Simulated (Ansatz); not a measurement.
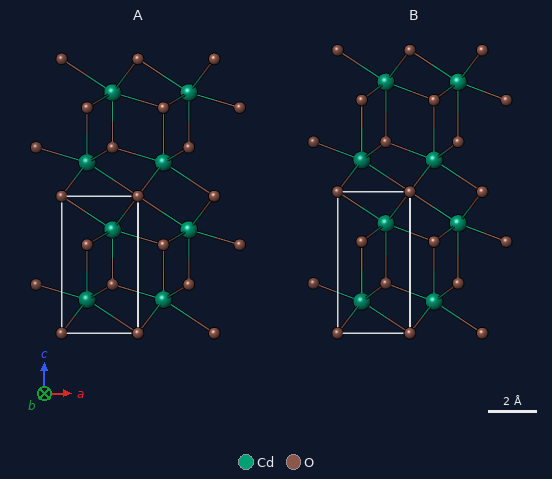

Two geometries of solid Cd2O3 (built on the A-type sesquioxide_164 type) (coarse preliminary run), drawn at one scale. One is the start of a relaxation, the other its converged end. A ball-and-stick model of the cell of the calculation, repeated 2 × 1 × 2 with one cell outlined, seen along the b axis.

These are results of Ansatz 0.2.0, DFT r2SCAN, scalar-relativistic, plane waves, PAW, not measurements. Settings: plane-wave cutoff 500 eV; k-point mesh 6 × 6 × 4; occupations gaussian; smearing width 0.1 eV; no spin polarisation; cell and atoms relaxed; force threshold 0.04 eV/Å; at most 70 steps.

> Which one is relaxed?

Structure B is the relaxed one. Case: A-type sesquioxide type (P-3m1, No. 164). The largest moves relative to the cell, 0.12 Å, are those of Cd atoms. Largest moves by element: Cd 0.12 Å, O 0.02 Å. The volume changes by −7.4 %, with a = b 3.710 → 3.514 Å (−5.3 %), c 5.772 → 5.955 Å (+3.2 %). Near-neighbour distances that change, for instance: Cd–O 2.309 → 2.522 Å, Cd–O 2.567 → 2.428 Å, Cd–O 2.234 → 2.168 Å. Bond angles that change, for instance: Cd–O–Cd 106.5° → 110.6°, Cd–O–Cd 112.3° → 108.3°. The space group stays P-3m1 (No. 164). After 5 accepted moves (7 points after the start) the energy has fallen by 0.192 eV per cell of the calculation. The largest force component goes from 0.39 to 0.0019 eV/Å. The pressure goes from −6.62 to 0.07 GPa. The line search rejected the trial step at point 5 of the run. At 1 point the geometry stayed and the basis and grid were re-selected for the new cell (energy shift of 3.5 meV per cell of the calculation at most each time). The run took of the order of 2.4 core-minutes on a shared host.
